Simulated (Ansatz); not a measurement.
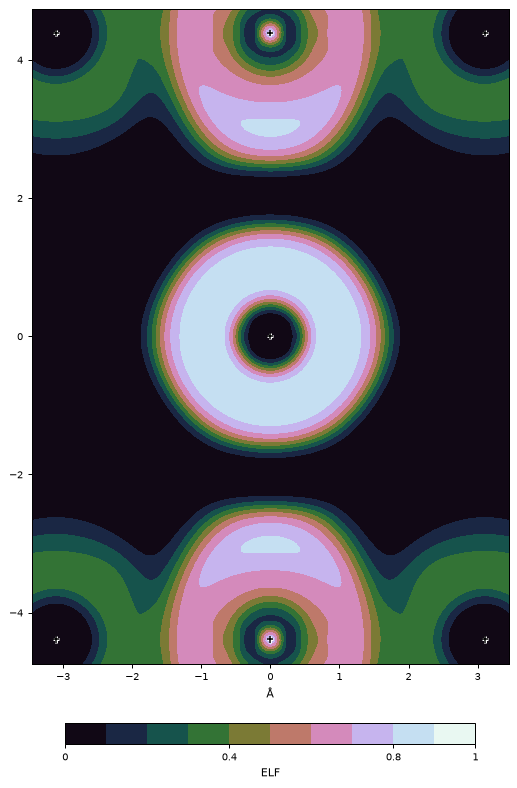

The ELF on a plane through atoms (crosses mark nuclei in the plane).

The calculation used Kohn-Sham DFT of a periodic cell, PBE, Ansatz PAW in Ansatz.

Candidates:
A. AlNi$_{3}$, a = 3.52 Å, b = 3.52 Å, c = 3.52 Å, α = 90.00°, β = 90.00°, γ = 90.00°. Space group Pm-3m; a structure from a database of computed crystals, not necessarily the ambient phase; computed pressure about 7 GPa in this cell; spin-polarised.
B. CsSnI$_{3}$, a = 6.21 Å, b = 6.21 Å, c = 6.21 Å, α = 90.00°, β = 90.00°, γ = 90.00°. Space group Pm-3m.
C. CoSi$_{2}$, a = 5.36 Å, b = 5.36 Å, c = 5.36 Å, α = 90.00°, β = 90.00°, γ = 90.00°. Space group Fm-3m; the program warned that a starting moment wasn't kept; spin-polarised, but the moments vanished.

### Which system is this?

Candidate B: CsSnI$_{3}$ on the (011) plane of the conventional cell, which holds Cs, I and Sn. Sn–I (3.10 Å): the ELF peaks at about 0.65 in the valence shell of I, 1.2 Å from its nucleus, and drops to about 0.30 between the two atoms. Cs–I (4.39 Å): the ELF peaks at about 0.80 in the valence shell of I, 1.4 Å from its nucleus, and drops to about 0 between the two atoms: a largely ionic contact.
